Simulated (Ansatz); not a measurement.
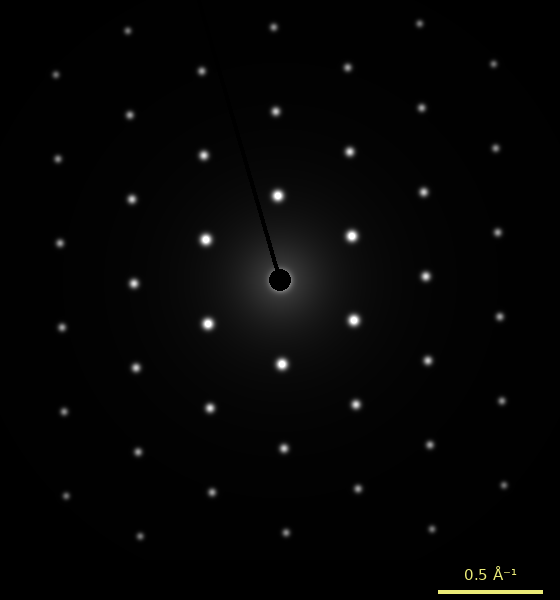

Simulated selected-area electron diffraction pattern (100 kV, kinematic approximation, thin crystal, B = 0.5 Å² for all atoms).

Phase: As, space group Im-3m (No. 229), a = 3.481 Å. Structure: the input geometry of an electronic-structure calculation (not necessarily at equilibrium); the starting structure was generated, so it need not be a known form of this composition.

Determine the zone axis from the geometry of the pattern.

Answer. The spots form a hexagonal net with both shortest vectors at d = 2.46 Å, 60.0° apart. They index as -1 1 0 and -1 0 1, so the zone axis is [111] (or an equivalent direction of <111>).

List the strongest reflections.

Answer. Strongest reflections with d > 0.80 Å, one of each family (|F|² from tabulated Gaussian fits of the electron scattering factors, times a small damping for the curvature of the Ewald sphere):

| hkl | d (Å) | I (strongest = 100) |
| --- | --- | --- |
| 1 0 -1 | 2.461 | 100 |
| 2 -1 -1 | 1.421 | 30 |
| 2 0 -2 | 1.231 | 21 |
| 3 -1 -2 | 0.930 | 9 |
| 3 0 -3 | 0.820 | 6 |
